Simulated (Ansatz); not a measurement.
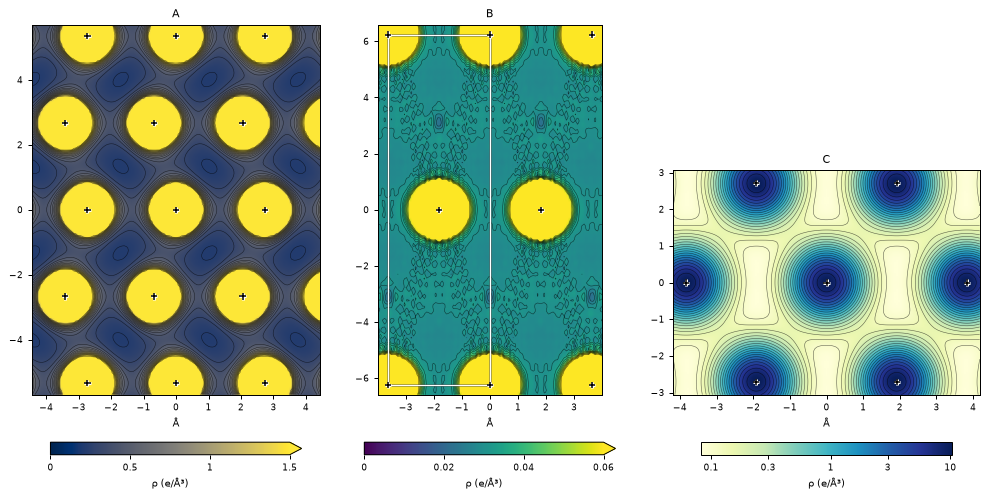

The valence charge density (pseudo) of 3 systems, each on a plane through atoms (crosses mark nuclei in the plane).

The calculation used DFT, PBE, plane waves (420 eV) with PAW, scalar-relativistic (Ansatz).

System 1: Pb, the (101̄) plane of the conventional cell. Space group Im-3m; set up as Pb, bcc; a generated structure, not necessarily the stable one; changed on purpose from its base cell (volume × 0.88); computed pressure about 7 GPa in this cell.

```
Pb
1.0
     3.82900    0.00000    0.00000
     0.00000    3.82900    0.00000
     0.00000    0.00000    3.82900
Pb
2
Cartesian
  0.0000 0.0000 0.0000
  1.9145 1.9145 1.9145
```

System 2: Na, the (001) plane of the conventional cell. Space group C2/c; set up as Na, beta-Sn type; a generated structure, not necessarily the stable one.

System 3: W, the (011̄) plane of the conventional cell. Space group Fddd; set up as W, beta-Sn type; a generated structure, not necessarily the stable one; changed on purpose from its base cell (volume × 1.04); computed pressure about −10 GPa in this cell.

```yaml
crystal:
  lattice:
    - [-0.00018, -0.00018, -2.72992]
    - [3.86260, -3.86260, 0.00000]
    - [-6.50057, -6.50057, -0.00067]
  atoms:
    - { symbol: W, position: [0.75000, 0.75000, 0.75000] }
    - { symbol: W, position: [0.25000, 0.25000, 0.75000] }
    - { symbol: W, position: [0.75000, 0.25000, 0.25000] }
    - { symbol: W, position: [0.25000, 0.75000, 0.25000] }
    - { symbol: W, position: [0.50000, 0.50006, 0.50000] }
    - { symbol: W, position: [0.00000, 0.00006, 0.50000] }
    - { symbol: W, position: [0.50000, 0.00006, 0.00000] }
    - { symbol: W, position: [0.00000, 0.50006, 0.00000] }
```

Which map belongs to which system?

Answer. Panel A is system 3, W: the plane holds W. W–W (2.73 Å): the density is about 0.43 e/Å³ at the midpoint. Panel B is system 2, Na: the plane holds Na. Na–Na (3.64 Å): the density is about 0.03 e/Å³ at the midpoint. Panel C is system 1, Pb: the plane holds Pb. Pb–Pb (3.32 Å): ρ is about 0.16 e/Å³ halfway.
